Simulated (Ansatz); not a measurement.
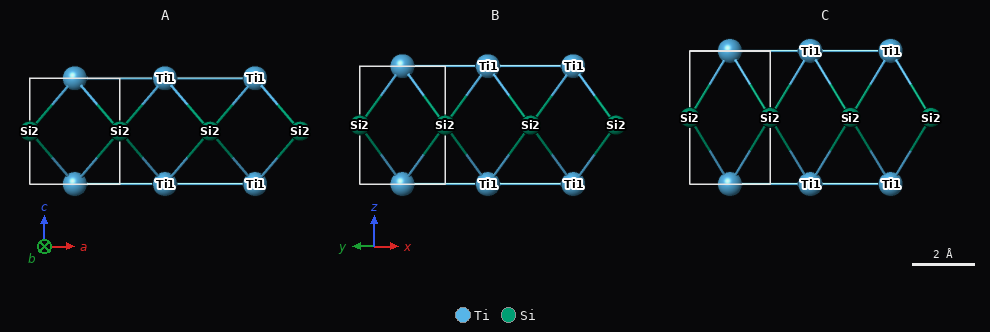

Solid TiSi (Cmmm): the ratio of the cell's length along z to its lengths across, counted as 1 for the reference, is changed at fixed volume (a c/a path), with the atoms kept at their fractional coordinates. x, y and z are the Cartesian axes of the input. Style: ball-and-stick. Shown: the cell of the calculation, repeated 3 × 3 × 1 with one cell outlined, along the b axis.

These are results of Ansatz, DFT r2SCAN, scalar-relativistic, plane waves, PAW, not measurements. (plane-wave cutoff 500 eV; k-point mesh 20 × 20 × 14; occupations gaussian; smearing width 0.15 eV; no spin polarisation). Energies (free energies at the smearing named) are counted from the cell as listed in its source, which wasn't relaxed.

Question: Rank the frames from lowest to highest energy.

Answer: Lowest first: B (the relative ratio 1.00, 0.0 meV/atom), A (the relative ratio 0.85, 84.1 meV/atom), C (the relative ratio 1.20, 126.5 meV/atom). Over the whole scan: of the computed points the lowest is at the relative ratio 1.00, 0.0 meV/atom. The end points stand at 84.1 meV/atom (0.85) and 126.5 meV/atom (1.20). The unrelaxed reference is under a pressure of −1.8 GPa. The distortion keeps the space group Cmmm. At the relative ratio 1.20 the cell of the drawing goes a 2.790 → 2.625 Å, b 2.790 → 2.625 Å, c 3.804 → 4.296 Å.
